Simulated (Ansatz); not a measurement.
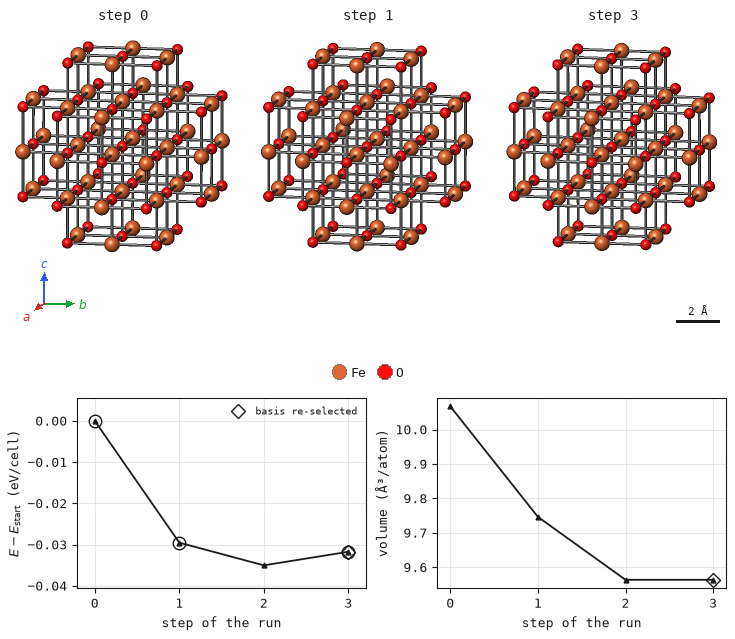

Frames of a relaxation of a crystal of FeO (set up in R-3m) (coarse preliminary run), marked on the history of the run. A ball-and-stick model of the larger cell on standard axes (4 times the calculation's cell), seen slightly off an axis.

Computed with DFT PBEsol, scalar-relativistic, plane waves, PAW (Ansatz 0.2.0). (plane-wave cutoff 420 eV; k-point mesh 12 × 12 × 12; occupations gaussian; smearing width 0.1 eV; collinear spin; cell and atoms relaxed; force threshold 0.05 eV/Å; at most 80 steps)

What happens along the run?

The energy falls by 31.7 meV per cell of the calculation in 2 accepted moves (3 points after the start). All forces vanish by symmetry, so only the cell relaxes. Pressure: −9.50 GPa at the start and 0.07 GPa at the end. At 1 point the geometry stayed and the basis and grid were re-selected for the new cell (energy shift of 3.3 meV per cell of the calculation at most each time). The atoms keep their places relative to the cell (all moves are under 0.005 Å). The volume changes by −5.0 %, with a = b = c 4.319 → 4.245 Å (−1.7 %), α 89.4° → 89.8°, β 90.6° → 90.2°, γ 90.6° → 90.2°. Near-neighbour distances that change, for instance: Fe–O 2.159 → 2.123 Å. The space group stays R-3m (No. 166). From step 0 to 1: volume −3.2 %, energy −29.5 meV per cell of the calculation. From step 1 to 3: volume −1.9 %, energy −2.2 meV per cell of the calculation.
